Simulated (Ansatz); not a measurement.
Consider Fe.

Input

```
crystal:
  lattice:
    - [2.2879948557, 0.0, 0.0]
    - [0.0, 2.2879948557, 0.0]
    - [0.0, 0.0, 2.2879948557]
  atoms:
    - { symbol: Fe, position: [0.0, 0.0, 0.0] }
hamiltonian:
  xc: rpbe
  pseudopotentials:
    kind: paw
    azcp:
      Fe: "pseudopotentials/Fe.paw.azcp"
basis:
  ecutwfc: 420
  fft_grid_basis: typed
kpoints:
  mp_grid: { grid: [15, 15, 15], shift: [0, 0, 0] }
magnetization:
  spin_polarized: false
scf:
  occupations: { method: fermi_dirac, width: 0.1 }
  lower_state_search: "off"
output:
  stress: true
  write_density: true
  write_potential: true
  elf: true
  volumetric_format: npy
```

Launched as:

```sh
ansatz run input.yaml --threads 2 --pin off --max-ram 5120MiB --backend cpu --events-out ev --progress --plain --runs-dir out
```

Below, planes, directions and counts refer to the conventional cell (a = 2.29 Å, b = 2.29 Å, c = 2.29 Å, α = 90.00°, β = 90.00°, γ = 90.00°).

Space group Pm-3m; set up as Fe, simple cubic; a generated structure, not necessarily the stable one; changed on purpose from its base cell (volume × 1.0); computed without spin polarisation.

All numbers below come from DFT, RPBE, plane waves (420 eV) with PAW, scalar-relativistic (Ansatz).

What will maps of the valence pseudo-density and electron localisation function show?

Answer. Fe–Fe (2.29 Å): ρ is about 0.48 e/Å³ halfway; the ELF is about 0.25 at the midpoint: no localised pair shows between them.

Metal or insulator at this level of theory?

Answer. It is metallic or semimetallic at this level of theory: no gap opens.

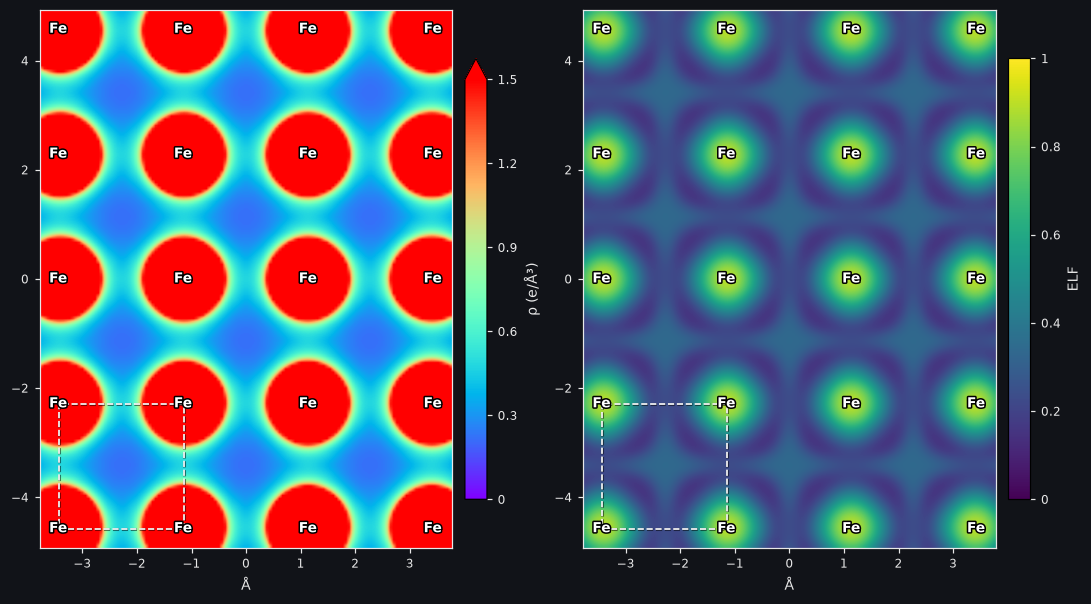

Computed valence pseudo-density and electron localisation function on the (010) plane of the conventional cell, in this order. 
